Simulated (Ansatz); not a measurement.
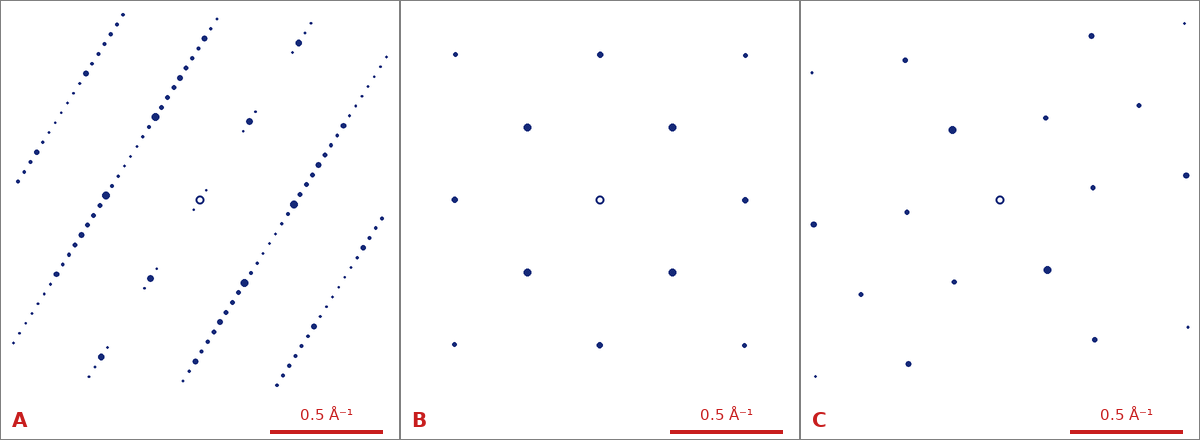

Kinematic electron diffraction patterns (300 kV, B = 0.5 Å², same scale, each along a low-index zone) of three structures of composition TiC, each relaxed at zero pressure with Ansatz, DFT PBE, scalar-relativistic, plane waves, PAW. The runs are not spin-polarised.

The structures (standard cells):
1. P6_3/mmc (No. 194), a = 3.042 Å, c = 5.381 Å (hexagonal axes), 4 atoms; generated start, possibly hypothetical
2. Fm-3m (No. 225), a = 4.333 Å, 8 atoms; generated start, possibly hypothetical
3. P-6m2 (No. 187), a = 3.133 Å, c = 19.161 Å (hexagonal axes), 16 atoms; generated start, possibly hypothetical

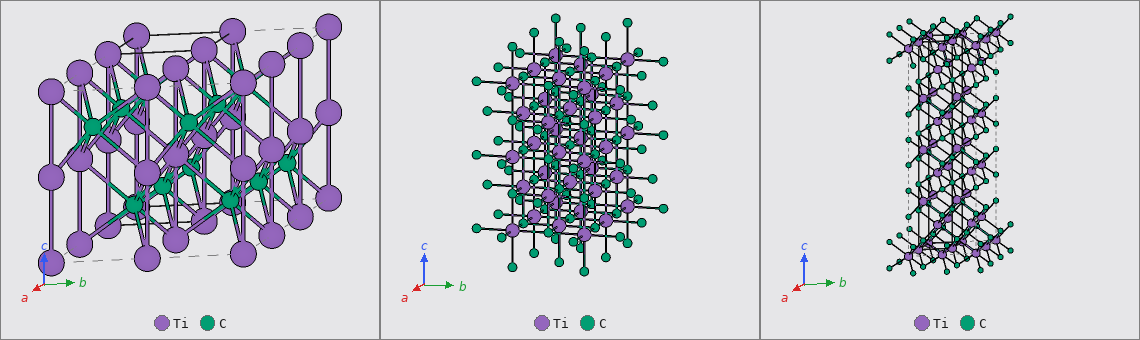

Drawings of the structures 1 to 3, from left to right (each may span several cells).

**Which pattern belongs to which structure, and along which zone?**

A is structure 3 along [100] or an equivalent direction: rectangular net of 0 0 1 (weak) at d = 19.16 Å and 0 1 0 (weak) at d = 2.71 Å, 90.0° apart (some points of this net are extinct or too weak to see). B is structure 2 along [001] or an equivalent direction: square net of 2 0 0 at d = 2.17 Å and 0 2 0 at d = 2.17 Å, 90.0° apart. C is structure 1 along [101] or an equivalent direction: centred rectangular net of 0 1 0 at d = 2.63 Å and 1 0 -1 at d = 2.37 Å, 63.3° apart (some points of this net are extinct or too weak to see).

**Rank the structures by their computed energy.**

Structure 2 (Fm-3m, 10.17 Å³ an atom) is the lowest of these; structure 3 (P-6m2, 10.18 Å³ an atom) lies about 120 meV an atom higher; structure 1 (P6_3/mmc, 10.78 Å³ an atom) lies about 440 meV an atom higher. These are static energies at 0 K; other structures, not shown, may lie lower still.
